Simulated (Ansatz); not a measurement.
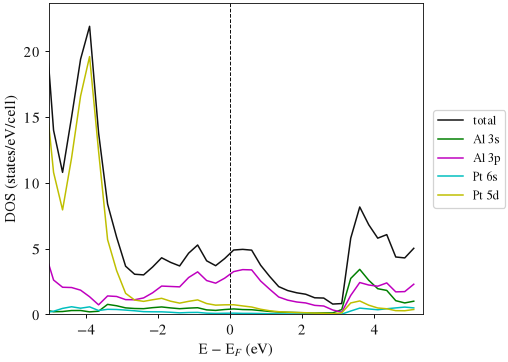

Density of states. Energies are counted from the Fermi level. The partial curves are projected on Löwdin-orthogonalised atomic shells.

Calculation on Al$_{2}$Pt, space group P1 (No. 1), 12 atoms in the cell.

Computed with Ansatz 0.2.0: DFT with m-r2SCAN, PAW plane waves, no spin polarisation, 3×3×5 k mesh, 500 eV cutoff.

Question: What is the density of states at the Fermi level?

Answer: It is a metal. The density of states at the Fermi level is about 4.6 per eV and cell (mean within 0.25 eV), or 0.38 per atom.

Question: Where is the tallest peak in the window, and which states make it?

Answer: The tallest peak in the window is at −3.9 eV; by projected weight it is Pt 5d almost alone.

Question: Which states dominate at the Fermi level?

Answer: By projected weight, the states within 0.3 eV of the Fermi level are Al 3p (70 %) and Pt 5d (15 %).

The atoms aren't at rest in this cell (largest force 3.1 eV/Å), so the relaxed material can differ. Spin-orbit coupling is left out, which matters for Pt.
